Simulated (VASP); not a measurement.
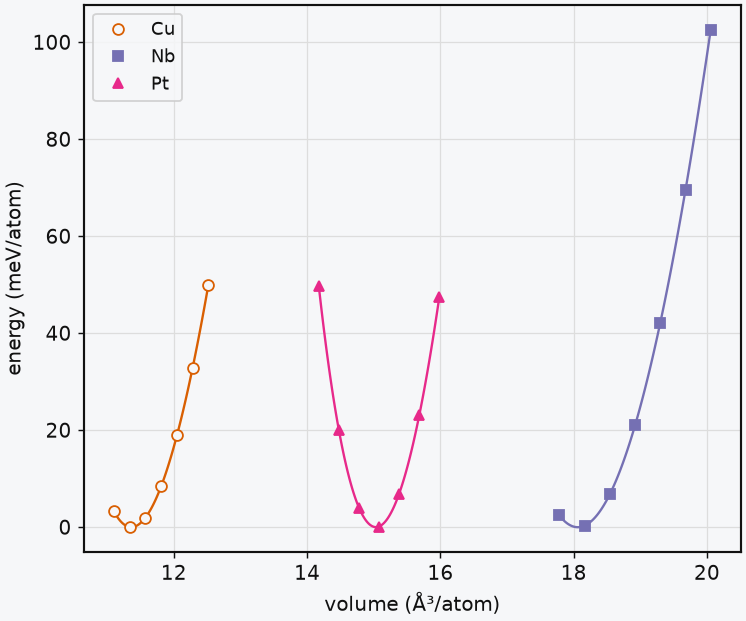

Calculation (VASP 6.6.1): plane-wave DFT, no spin polarisation; energies at scaled volumes of the given cell, shape and fractions fixed, counted from the fit's minimum, third-order Birch-Murnaghan fit. Level: PBEsol.

```json
{"setting": "occupations", "value": "Fermi–Dirac"}
{"setting": "smearing width", "value": "0.05 eV"}
{"setting": "potentials", "value": "VASP PAW PBE potentials, recommended"}
{"setting": "wave cutoff", "value": "520 eV"}
```

Caption: Energy against volume, with one curve for each element, for Cu, Nb and Pt (all in space group Fm-3m (No. 225)).

Settings that differ: Cu: k mesh 13×13×13; Nb: k mesh 11×11×11; Pt: k mesh 12×12×12.

The fitted equilibrium volumes, smallest first, are Cu 11.362, Pt 15.033, Nb 18.062 Å³/atom. The fitted bulk moduli, smallest first, are Cu 165.4, Nb 178.2, Pt 287.6 GPa.

Caveats: spin-orbit coupling left out, heavy elements (Pt).
